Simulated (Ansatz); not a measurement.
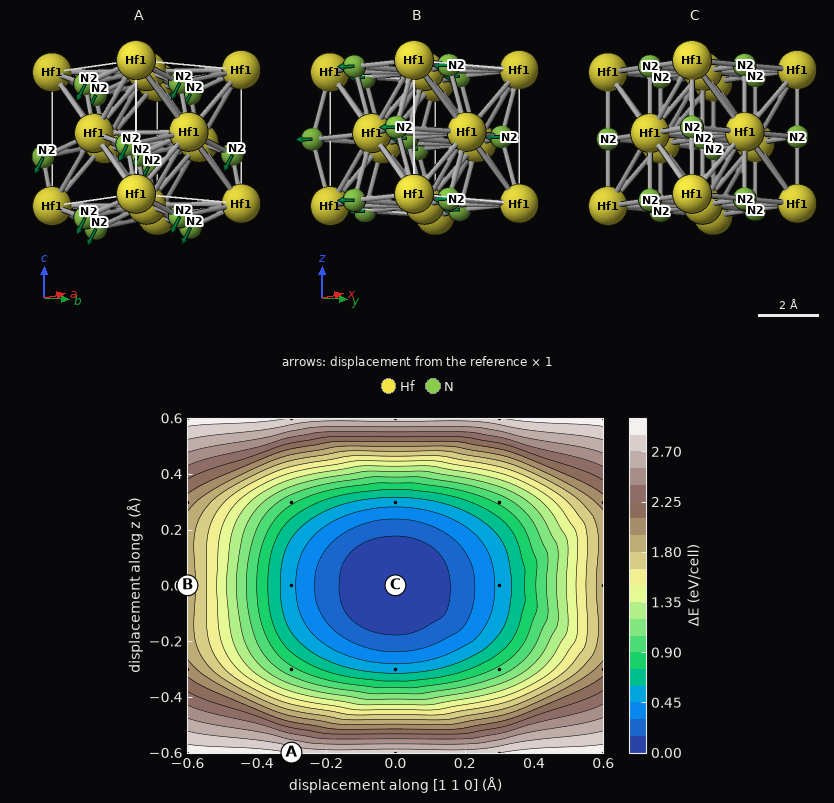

A scan of crystalline HfN (Fm-3m): N2 (one in each cell of 2 atoms) is moved over the plane of the Cartesian directions [1 1 0] and z, all else fixed. The map is interpolated between the computed points (dots). The lettered frames are marked on it. Style: ball-and-stick. Shown: the conventional cell (4 times the calculation's cell), nearly along the normal of the scanned plane. Green arrows: displacements from the reference. Lengths and directions refer to the drawn axes.

Computed with Ansatz, DFT PBE, scalar-relativistic, plane waves, PAW. Settings: plane-wave cutoff 420 eV; k-point mesh 22 × 22 × 22; occupations gaussian; smearing width 0.15 eV; no spin polarisation. Energies (free energies at the smearing named) are counted from the relaxed crystal.

Q: Describe the energy landscape.

A: In pairs of (displacement along [1 1 0] (Å); displacement along z (Å)): the lowest computed point lies at (0.00, 0.00) (0.00 eV/cell), the highest at (−0.60, −0.60), (0.60, 0.60), (0.60, −0.60), (−0.60, 0.60) (2.94 eV/cell).  Over the ranges scanned the energy rises by about as much along both axes. The frames lie at A (−0.30, −0.60): 2.84 eV/cell, B (−0.60, 0.00): 1.90 eV/cell, C (0.00, 0.00): 0.00 eV/cell.

The computed points:

Rows: displacement along [1 1 0] (Å); columns: displacement along z (Å); values in eV/cell.

```
       −0.60  −0.30  0.00  0.30  0.60
−0.60   2.94   2.03  1.90  2.03  2.94
−0.30   2.84   0.94  0.49  0.94  2.84
 0.00   2.80   0.53  0.00  0.53  2.80
 0.30   2.84   0.94  0.49  0.94  2.84
 0.60   2.94   2.03  1.90  2.03  2.94
```
